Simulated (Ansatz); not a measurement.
Start from this file.

```
W S
1.0
     3.18352    0.00000    0.00000
    -1.59176    2.75701    0.00000
     0.00000    0.00000   17.37434
W S
1 2
Cartesian
  0.0000 1.8380 8.6872
  1.5918 0.9190 7.0887
  1.5918 0.9190 10.2856
```

**What crystal do these data define?**

Its composition is WS2. One cell contains 1 W, 2 S, 3 atoms in all. The polyhedra are WS6 trigonal prisms; they share edges. The neighbours of W are six S in a trigonal prismatic arrangement at 2.44 Å. Each S is bonded to three W in a trigonal pyramidal arrangement at 2.44 Å. Not all metal-metal contacts are counted. The bonds build WS2 layers parallel to (001).

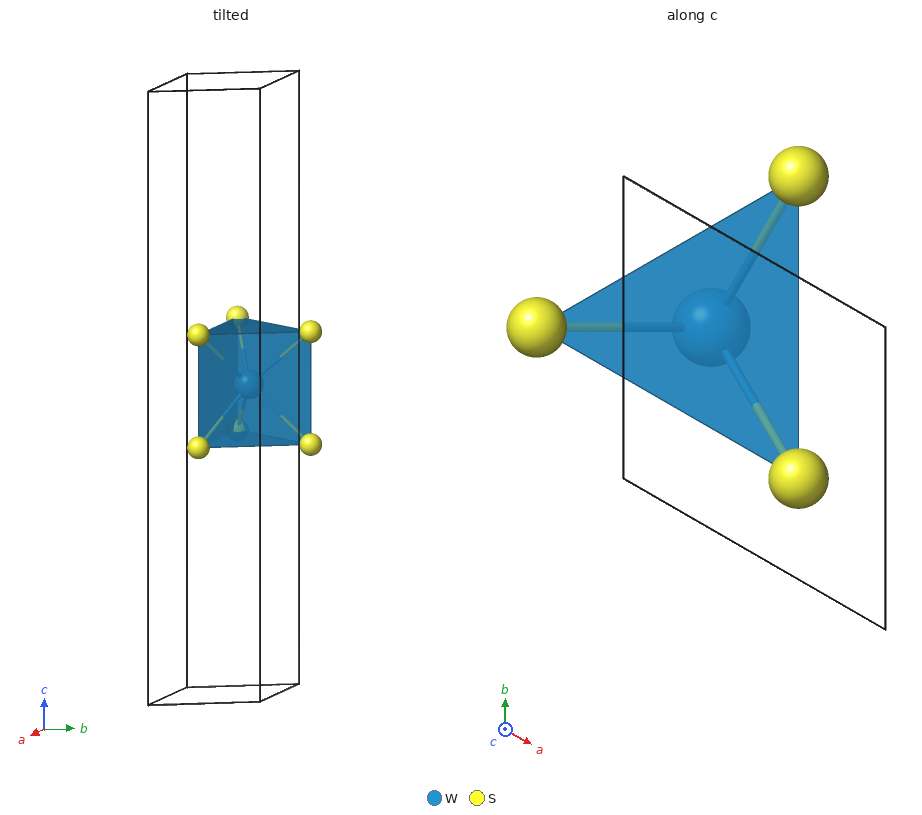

The image is a polyhedral drawing of a crystal, viewed slightly off an axis and along the c axis. The edges of the simulation cell are marked. Some atoms of the next cells are drawn as well.

The model was built from a structure listed in the Materials Project. The cell was then strained or its atoms displaced on purpose. It went into a calculation with Ansatz.
